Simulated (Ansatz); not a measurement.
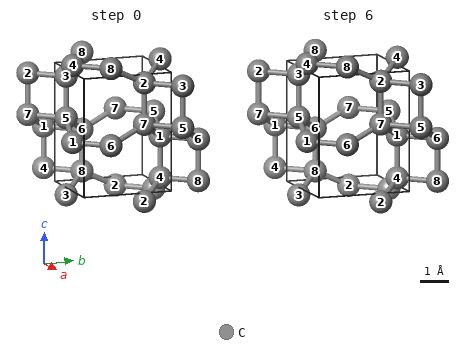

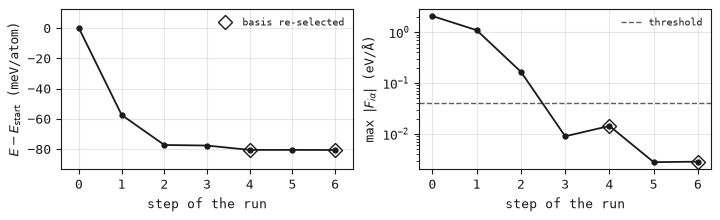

First and last geometry of a relaxation of a crystal of C (a generated structure, set up in Cmcm) (coarse preliminary run), with the history of the run. A ball-and-stick model of the cell of the calculation, seen slightly off an axis.

Method: DFT PBE, scalar-relativistic, plane waves, PAW (Ansatz 0.2.0). Settings: plane-wave cutoff 420 eV; k-point mesh 6 × 6 × 4; occupations gaussian; smearing width 0.1 eV; no spin polarisation; cell and atoms relaxed; force threshold 0.04 eV/Å; at most 70 steps.

Q: Read the history and describe the run.

A: It converged. Over 4 accepted moves (6 points after the start) the energy falls by 80.5 meV per atom. The largest force component goes from 2.1 to 0.0029 eV/Å. The pressure goes from 25.01 to 0.07 GPa. The SCF was repeated twice at an unchanged geometry on a basis and grid sized afresh for the cell, which shifted the energy by 2.9 meV per atom at most. The largest moves relative to the cell, 0.041 Å, are those of 8 atoms (C1, C2, C3, C4 and others). C5 goes along [3 −3 −1]. The drawn cell changes as follows: a = b 3.405 → 3.471 Å (+1.9 %), c 4.342 → 4.413 Å (+1.6 %), γ 94.5° → 91.4°; the volume changes by +5.9 %. Near-neighbour distances that change, for instance: C1–C6 1.522 → 1.594 Å, C1–C7 1.494 → 1.554 Å, C1–C5 1.543 → 1.498 Å, C1–C4 1.521 → 1.564 Å. Bond angles that change, for instance: C5–C1–C6 120.8° → 123.7°. The space group stays Cmcm (No. 63).
